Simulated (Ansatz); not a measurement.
**La: 6 runs along one coordinate**

System: La (2 atoms in the cell).
Method: DFT, LDA (PW92), plane waves (420 eV) with PAW, scalar-relativistic, no spin polarisation (Ansatz 0.2.0).

The 6 runs differ only in the geometry, by an even scaling of the cell at fixed fractional positions.

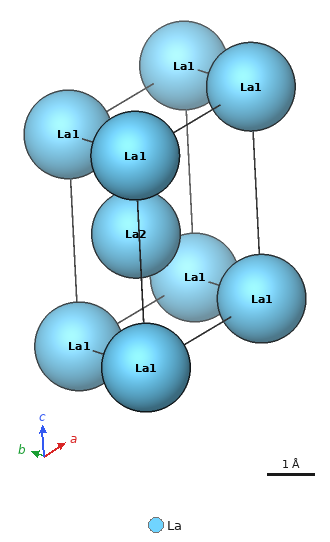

Figure 1. The structure of run 4 (spheres-only view of the reduced cell, seen slightly off an axis; atoms are numbered from 1 in the order of the input).

### Input of run 4
```yaml
crystal:
  lattice:
    - [-2.9557608789, 2.9543002523, 1.8311123333]
    - [2.9543002523, -2.9557608789, 1.8311123333]
    - [2.9705690784, 2.9705690784, -1.8337874735]
  atoms:
    - { symbol: La, position: [0.0001551023, 0.9998448977, 0.0] }
    - { symbol: La, position: [0.7498448977, 0.2501551023, 0.5] }
hamiltonian:
  xc: lda
  pseudopotentials:
    kind: paw
    azcp:
      La: "pseudopotentials/La.paw.azcp"
basis:
  ecutwfc: 420
  fft_grid_basis: typed
kpoints:
  mp_grid: { grid: [12, 12, 9], shift: [0, 0, 0] }
magnetization:
  spin_polarized: false
scf:
  occupations: { method: fermi_dirac, width: 0.1 }
  lower_state_search: "off"
output:
  stress: true
```

Lattice vectors (Å) and fractional positions of run 4:
```
  -2.955761    2.954300    1.831112
   2.954300   -2.955761    1.831112
   2.970569    2.970569   -1.833787
La  0.000155  0.999845 -0.000000
La  0.749845  0.250155  0.500000
```

Run 2 differs from it as follows:
```diff
-    - [-2.9557608789, 2.9543002523, 1.8311123333]
-    - [2.9543002523, -2.9557608789, 1.8311123333]
-    - [2.9705690784, 2.9705690784, -1.8337874735]
+    - [-2.8374014918, 2.835999354, 1.7577879534]
+    - [2.835999354, -2.8374014918, 1.7577879534]
+    - [2.8516167173, 2.8516167173, -1.7603559713]
```

### Results, with one run withheld

```tsv
run	volume per atom (Å³)	free energy per atom, from the lowest run given (meV)	pressure (GPa)
1	27.195	58.67	6.25
2	28.431	?	?
3	29.667	0.72	1.62
4	32.140	0.00	−1.31
5	33.376	14.30	−2.37
6	34.612	36.00	−3.23
```

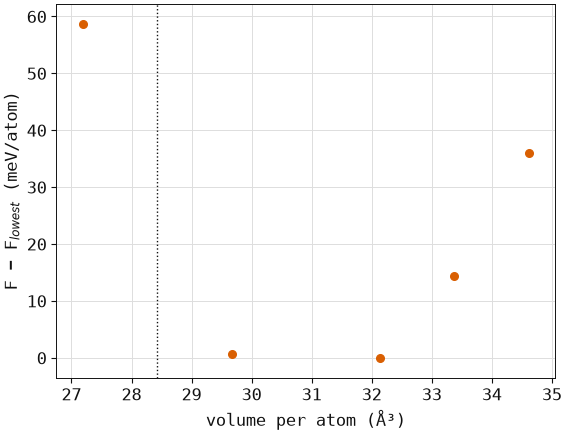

Figure 2. Free energy per atom of the runs given; the dotted line marks run 2.

Fit the runs given and predict run 2.

A cubic polynomial in V^(−2/3) (the Birch–Murnaghan form), fitted to the 5 runs given, misses them by at most 0.03 meV per atom. With x = V^(−2/3) − 0.10089 Å⁻², it reads F = −4.9721 − 1018.7 x + 7.6474e+05 x² + 1.8856e+06 x³ (meV per atom). At run 2 it gives 20.88 meV per atom, and the run itself gives 20.81. The slope of the fit gives a pressure −dF/dV of 3.67 GPa there, and the run prints 3.67 GPa. The fit has its minimum at 30.900 Å³ per atom, where V d²F/dV² gives 36.5 GPa. Cell shape and fractional positions are held, so this is the stiffness under even scaling; the relaxed bulk modulus wasn't computed.

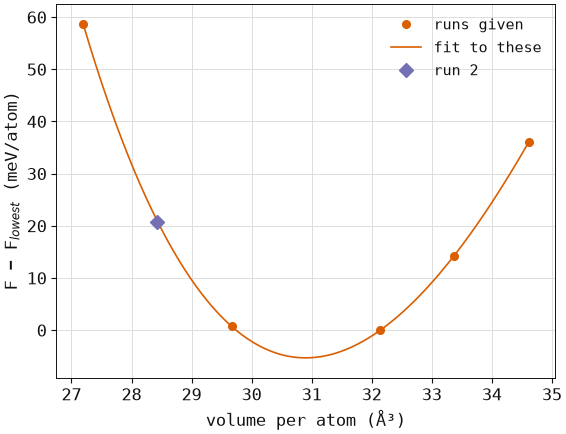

Figure 3. The fit and the withheld run.

### Output, shortened to warnings, some set-up lines, iterations and results (run 2)
```
Warning: [file] the record states the generating functional pbe (its physics header spells it `PBE`), which answers neither for hamiltonian.xc's functional nor for the lda family's — results may be inconsistent (PPs are generated against a specific XC)
Basis set: ecut = 420 eV, 1105 PW (Γ)
Symmetry: 4 space group operations
k-points: 355 of 1296
Initial density: superposition of atomic densities (neutral atoms: chi_scale 0, normalization atom), corrected by the library's trained network
[...]
SCF iter   1: F=—  HF=-12151.885118 eV  |F-HF|=—  |Δ(HF+E_count)|=         —  Δρ=7.41e-3  dr2=2.11e-2  ethr=1.77e-3  ⟨swp⟩=4.2  Hψ=26088  notcnv=0
SCF iter   2: F=—  HF=-12151.878915 eV  |F-HF|=—  |Δ(HF+E_count)|=   6.20e-3  Δρ=3.43e-3  dr2=4.48e-3  ethr=9.60e-5  ⟨swp⟩=2.9  Hψ=14014  notcnv=0
SCF iter   3: F=—  HF=-12151.877778 eV  |F-HF|=—  |Δ(HF+E_count)|=   1.14e-3  Δρ=7.72e-4  dr2=3.57e-4  ethr=2.04e-5  ⟨swp⟩=2.9  Hψ=10310  notcnv=0
SCF iter   4: F=—  HF=-12151.877729 eV  |F-HF|=—  |Δ(HF+E_count)|=   4.85e-5  Δρ=1.09e-4  dr2=4.78e-6  ethr=1.62e-6  ⟨swp⟩=2.2  Hψ=7205  notcnv=0
SCF iter   5: F=—  HF=-12151.877729 eV  |F-HF|=—  |Δ(HF+E_count)|=   1.75e-7  Δρ=1.80e-5  dr2=2.13e-7  ethr=2.17e-8  ⟨swp⟩=2.1  Hψ=9531  notcnv=0
SCF iter   6: F=-12151.877729 eV  HF=-12151.877729 eV  |F-HF|=4.62e-9  |Δ(HF+E_count)|=   1.17e-8  Δρ=4.48e-6  dr2=9.36e-9  ethr=4.55e-10  ⟨swp⟩=4.8  Hψ=20293  notcnv=0
SCF 1 converged in 6 iterations: F = -12151.877729 eV  dr2 = 9.36e-9
SCF converged after 6 iterations
Free energy (F): -12151.877729 eV
Harris-Foulkes:  -12151.877729 eV  (|F-HF|=4.62e-9)
Internal energy: -12151.791581 eV  (E = F + TS)
E sigma→0 (E₀):  -12151.834655 eV
Entropy (-TS):   -0.086149 eV (-43.074 meV/atom)
Fermi energy:    14.403968 eV
--- Per-component energies (eV) ---
  E_band       = -12.890963
  E_kinetic    = 398.692666
  E_local      = -531.070667  (includes V_loc(G=0)·N_el)
  E_nonlocal   = 199.614054
  E_hartree    = 177.662795
  E_xc         = -281.593080
  E_vxc        = -301.355838  (∫ρ·V_xc dr)
  E_paw        = -10488.844693  (= ΣΔE_a)
  E_vpaw       = -134.094720  (= ΣTr[D̂ρ^β])
  E_aug_tail   = -0.000000  (compensation charges beyond the density's cutoff)
  E_ewald      = -1626.898088
  E_core_change = 0.645433  (= ΣΔE_core)
  E_smearing   = -0.086149  (= −TS)
  E_closure    = -0.000000  (closes the sum)
  Σ components = -12151.877729   (vs F -12151.877729, Δ=0.00e0)
--- Stress (GPa, compression-positive) ---
        3.584579      -0.035604       0.025234
       -0.035604       3.584579       0.025234
        0.025234       0.025234       3.838336
  P = ⅓ Tr σ = 3.6692 GPa (36.692 kbar)
```

The program warns: the PAW datasets were made with another functional.
